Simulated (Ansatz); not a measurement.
Consider Ga8As7 (cell with a defect).

Input

```
crystal:
  lattice:
    - [0.0, 5.7453846542, -5.7453846542]
    - [5.7453846542, 5.7453846542, 0.0]
    - [5.7453846542, 0.0, -5.7453846542]
  atoms:
    - { symbol: Ga, position: [0.5120977681, 0.4973461958, -0.001445908], spin: 0.25 }
    - { symbol: Ga, position: [0.5, 0.0, 0.0] }
    - { symbol: Ga, position: [1.0, 0.5, 0.0] }
    - { symbol: Ga, position: [1.0, 0.0, 0.0] }
    - { symbol: Ga, position: [0.4933949436, 0.5094390936, 0.5030516245], spin: 0.25 }
    - { symbol: Ga, position: [0.5060477828, -0.0090400738, 0.4920579902], spin: 0.25 }
    - { symbol: Ga, position: [0.9975795132, 0.4924504116, 0.521089239], spin: 0.25 }
    - { symbol: Ga, position: [1.0, 0.0, 0.5] }
    - { symbol: As, position: [0.375, 0.875, 0.375] }
    - { symbol: As, position: [0.875, 0.375, 0.375] }
    - { symbol: As, position: [0.875, 0.875, 0.375] }
    - { symbol: As, position: [0.375, 0.375, 0.875] }
    - { symbol: As, position: [0.375, 0.875, 0.875] }
    - { symbol: As, position: [0.875, 0.375, 0.875] }
    - { symbol: As, position: [0.875, 0.875, 0.875] }
  host:
    lattice:
      - [0.0, 2.8726923271, 2.8726923271]
      - [2.8726923271, 0.0, 2.8726923271]
      - [2.8726923271, 2.8726923271, 0.0]
    atoms:
      - { symbol: Ga, position: [0.0, 0.0, 0.0] }
      - { symbol: As, position: [0.25, 0.25, 0.25] }
basis:
  ecutwfc: 420
  xc_grid: 2
kpoints:
  mp_grid: { grid: [3, 3, 3], shift: [0.0, 0.0, 0.0] }
hamiltonian:
  xc: pbe
scf:
  occupations: { method: gaussian, width: 0.02 }
output:
  forces: true
  stress: false
  eigenvalues: true
  populations: true
  charged_corrections: { defect_position: [0.375, 0.375, 0.375] }
  write_density: true
  write_potential: true
  elf: true
  volumetric_format: npy
magnetization:
  spin_polarized: true
relax:
  adjacent_minimum: "off"
  f_tol: 0.025
  max_steps: 45
```

Launched as:

```sh
ansatz run input.yaml --threads 2 --pin off --max-ram 5120MiB --backend cpu --events-out ev --progress --plain --runs-dir out
```

The fields are those of the relaxed geometry.

The program warned that a starting moment wasn't kept; spin-polarised, but the moments vanished.

The calculation used Ansatz, DFT PBE, scalar-relativistic, plane waves, PAW.

**Predict the valence pseudo-density and electron localisation function between the atoms.**

Ga–As (2.46 Å): the density is about 0.49 e/Å³ at the midpoint; the ELF peaks at about 0.80 between the atoms.
Ga–As (2.51 Å): the density is about 0.45 e/Å³ at the midpoint; the ELF peaks at about 0.80 between the atoms.

**Does the calculation make it a metal, or give it a gap?**

It is gapless in this calculation (a metal or semimetal).

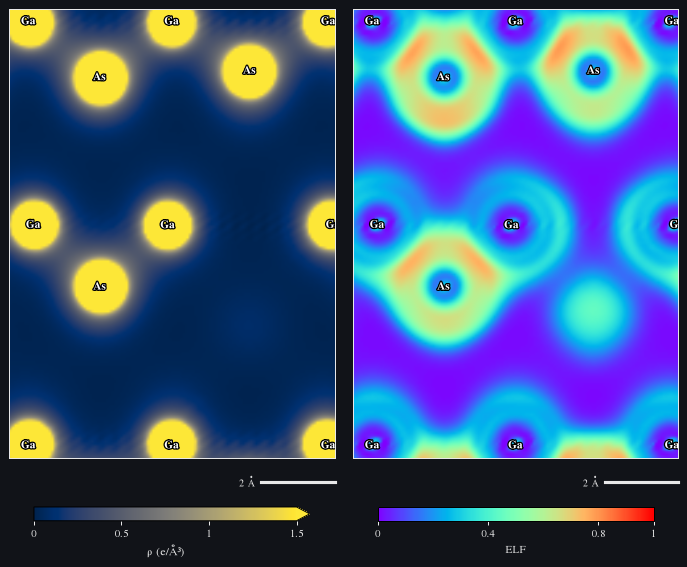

Computed valence pseudo-density and electron localisation function on the (101̄) plane of the calculation cell, in this order. 
